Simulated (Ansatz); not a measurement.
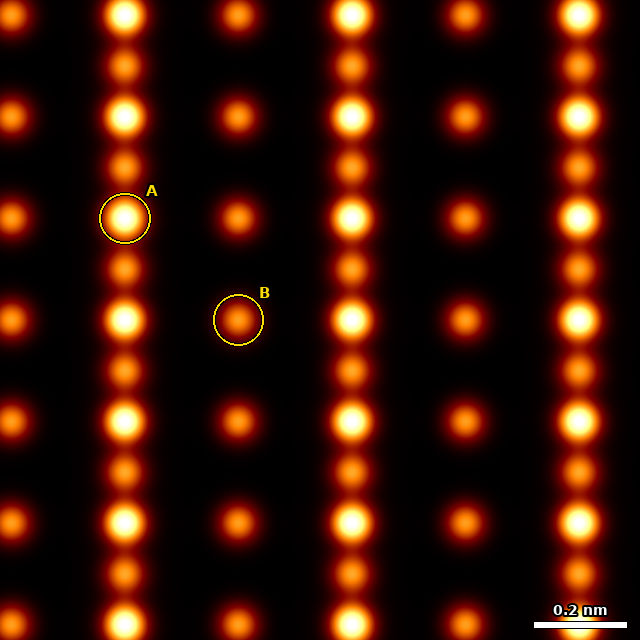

Z-contrast image of ZnSe₃ (Pm-3m, No. 221) along [210]. Simulation: incoherent imaging, intensity Z^1.7 per atom, probe width 0.71 Å, thin sample. The probe carries 15 % of its weight in a tail 2.5 times as wide. Model: coordinates from a relaxation with DFT PBE, scalar-relativistic, plane waves, PAW (Ansatz 0.2.0); the starting structure was generated, so it need not be a known form of this composition.

```cif
data_structure
_symmetry_space_group_name_H-M 'Pm-3m'
_symmetry_Int_Tables_number 221
_cell_length_a 4.9682
_cell_length_b 4.9682
_cell_length_c 4.9682
_cell_angle_alpha 90.000
_cell_angle_beta 90.000
_cell_angle_gamma 90.000
_cell_volume 122.63
loop_
_atom_site_label
_atom_site_type_symbol
_atom_site_symmetry_multiplicity
_atom_site_Wyckoff_symbol
_atom_site_fract_x
_atom_site_fract_y
_atom_site_fract_z
_atom_site_occupancy
Zn1 Zn 1 a 0.00000 0.00000 0.00000 1
Se1 Se 3 d 0.50000 0.00000 0.00000 1
```

**Which atoms make up the marked columns?**

A: Se + Zn (1 Zn and 1 Se per 11.11 Å along the beam; the brightest kind). B: Se (1 Se per 11.11 Å along the beam; about 55 % of the brightest peak). Brightness is counted from the darkest point of the image.
